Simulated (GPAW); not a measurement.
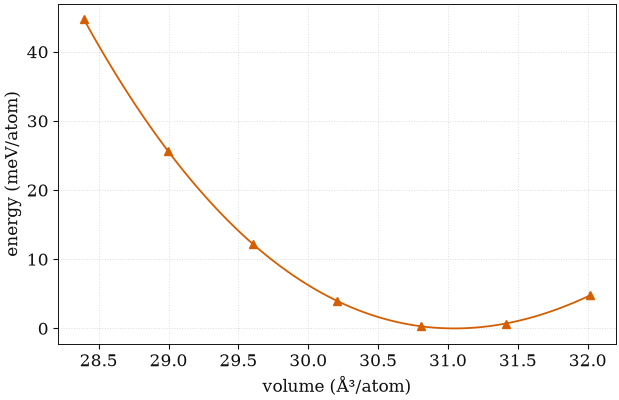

The picture above shows the energy against volume for Sb, space group R-3m (No. 166).

Starting cell:
```yaml
crystal:
  lattice:
    - [2.15420, 1.24373, 3.75800]
    - [-2.15420, 1.24373, 3.75800]
    - [0.00000, -2.48746, 3.75800]
  atoms:
    - { symbol: Sb, position: [0.76651, 0.76651, 0.76651] }
    - { symbol: Sb, position: [0.23349, 0.23349, 0.23349] }
```

Computed with GPAW 26.7.0: PAW DFT in plane waves, on a grid or in atomic orbitals, no spin polarisation; energies at scaled volumes of the given cell, shape and fractions fixed, counted from the fit's minimum, third-order Birch-Murnaghan fit. Level: r2SCAN.

```csv
setting,value
k mesh,6×6×6
occupations,Fermi–Dirac
smearing width,0.05 eV
potentials,GPAW PAW data sets (gpaw data 1.2.1)
wave cutoff,600 eV
program settings,basis pw
```

This calculation gives: equilibrium volume 31.05 Å³/atom and bulk modulus 53.4 GPa.

Now the level changes from r2SCAN to LDA. Predict the effect.

The equilibrium volume falls from 31.05 to 29.46 Å³/atom (−5.1 %) and the bulk modulus rises from 53.4 to 59.8 GPa (+12 %).

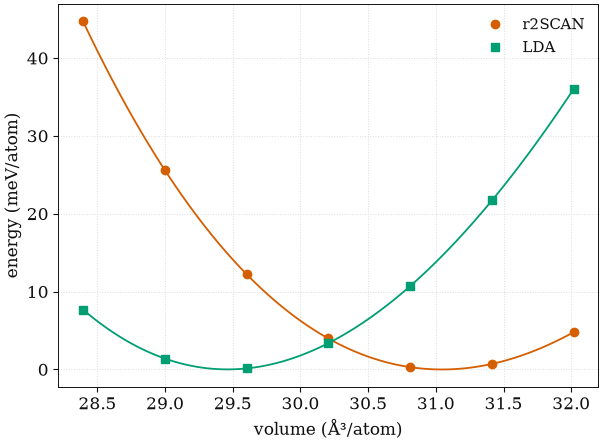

The two results together.

For r2SCAN, limits of the calculation: shape and atomic fractions are frozen while scaling, which makes layered, chain and framework solids too stiff.

For LDA, limits of the calculation: shape and atomic fractions are frozen while scaling, which makes layered, chain and framework solids too stiff.

V0 and the bulk modulus come from third-order Birch–Murnaghan fits.
